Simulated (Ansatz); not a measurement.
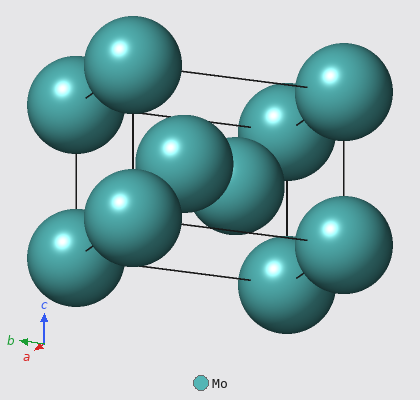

Mo, space group P6/mmm (No. 191), a = 4.670 Å, b = 4.670 Å, c = 2.559 Å, α = 90.00°, β = 90.00°, γ = 120.00°. Origin: the end point of a relaxation with DFT PBE, scalar-relativistic, plane waves, PAW in Ansatz; the starting structure was generated, so it need not be a known form of this composition. Forms under 0.4 % of the area are left out.

Question: What shape follows from the Bravais–Friedel–Donnay–Harker rule?

Answer: The forms computed, by share of the surface:

```json
{"form": "{100}", "faces": "6", "d (Å)": "4.044", "share of area (%)": "76.0"}
{"form": "{001}", "faces": "2", "d (Å)": "2.559", "share of area (%)": "24.0"}
```

Widths along a, b and c stand as 1.00 : 1.00 : 1.37.

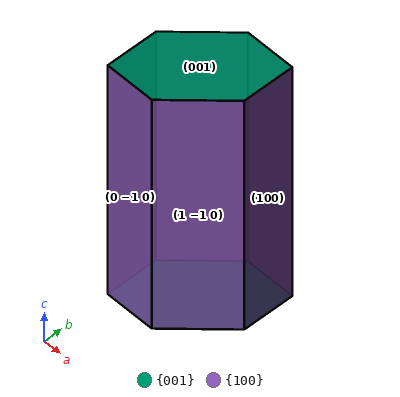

The computed shape, faces indexed. The rule is geometric and ignores bonding and growth conditions.
